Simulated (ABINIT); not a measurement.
AlN (P6_3mc): refractive index against wavelength

The refractive index of AlN (P6_3mc) along x below the direct gap (4.26 eV on the mesh) is read from one computed spectrum, n = √(Re ε). x, y and z are the Cartesian axes of the input cell.

Cell: a, b, c = 3.113, 3.113, 4.981 Å (primitive vectors), 4 atoms.

Method: ABINIT 10.8.3, LDA, independent particles, k-mesh 12×12×7, Lorentzian half width 0.04 eV.

Launch of the response step: `optic optic.abi`. The run took 93 s, its band step included, on 4 threads of Intel(R) Xeon(R) Processor @ 2.70GHz, with other jobs on the host.

```tsv
wavelength (nm)	photon energy E (eV)	n
1064	1.165	2.1483
850	1.459	2.1578
700	1.771	2.1707
633	1.959	2.1800
532	2.331	2.2019
450	2.755	?
405	3.061	2.2625
```

In the single-oscillator model n² − 1 = E₀E_d/(E₀² − E²), so 1/(n² − 1) = E₀/E_d − E²/(E₀E_d) is linear in E².

Working, on the rows shown:

| x = E² (eV²) | y = 1/(n² − 1) |
| --- | --- |
| 1.35784 | 0.27661 |
| 2.12762 | 0.273515 |
| 3.13716 | 0.269401 |
| 3.83641 | 0.266496 |
| 5.43137 | 0.259851 |
| 9.37179 | 0.242783 |

Means: x̄ = 4.2104, ȳ = 0.26478. Σ(x − x̄)(y − ȳ) = -0.1771, Σ(x − x̄)² = 41.9. Slope = -0.1771 / 41.9 = -0.004227; intercept = ȳ − slope · x̄ = 0.28257. Turned back into n, the line misses the rows shown by at most 0.00079.

Q: What does the fit predict for the withheld row, and how well does it do?

A: At x = 7.5912 the line gives y = 0.25049, that is 2.2343. The run gave 2.2338, so the interpolation is off by 0.00053, 0.5 % of the range in the table.

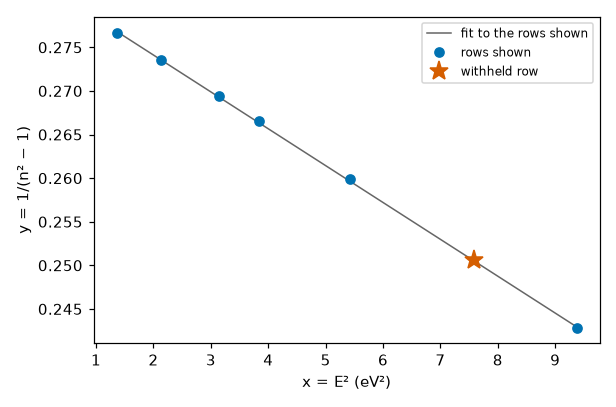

Refitted with all rows, the slope is -0.004219 and the intercept 0.28255. These give E₀ = √(intercept/−slope) = 8.18 eV and E_d = E₀/intercept = 29.0 eV; E₀ is 1.9 times the direct gap. The electronic limit at long wavelengths, without lattice vibrations, is n = √(1 + 1/intercept) = 2.131. The cell comes from an older database entry, whose edges can be off by a per cent or so. Excitons are left out and so are local fields; LDA gaps are as a rule too small. The values come from a sum over the points of one k-mesh and carry its error, which grows as the direct gap shrinks.

[Logs are printed without paths, hosts, clocks, repeated set-up lines and the standing remarks that a program may print on its own settings, such as how far it seeks lower states.]
